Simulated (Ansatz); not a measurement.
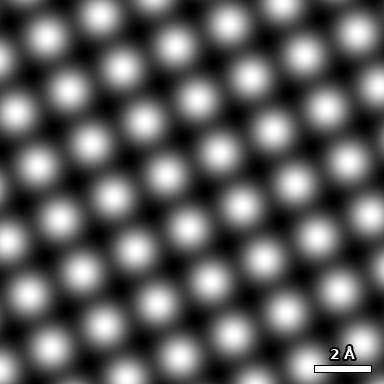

Z-contrast image of Al (Fd-3m, No. 227). Simulated incoherent Z contrast: every atom adds Z^1.6 spread by a probe of 1.16 Å full width; channelling and multiple scattering are left out. The probe carries 15 % of its weight in a tail 2.5 times as wide. The display is stretched by a gamma of 0.8; percentages refer to the linear signal. Atomic positions: the geometry relaxed with DFT, LDA (PW92), plane waves (420 eV) with PAW, scalar-relativistic (Ansatz); the starting structure was generated, so it need not be a known form of this composition.

```
Al
1.0
     5.94895    0.00000    0.00000
     0.00000    5.94895    0.00000
     0.00000    0.00000    5.94895
Al
8
Direct
  0.75000 0.75000 0.75000
  0.00000 0.50000 0.00000
  0.75000 0.25000 0.25000
  0.00000 0.00000 0.50000
  0.25000 0.75000 0.25000
  0.50000 0.50000 0.50000
  0.25000 0.25000 0.75000
  0.50000 0.00000 0.00000
```

**Which beam direction gives this image, [001], [211], [221] or [110]? (Directions equivalent by symmetry count as one.)**

[001]. The projected cells are 2.10 × 2.10 Å, 90° for [001]; 2.10 × 3.43 Å, 90° for [211]; 0.70 × 2.10 Å, 90° for [221]; 3.64 × 3.64 Å, 109° for [110], and the image repeats as the [001] one does.
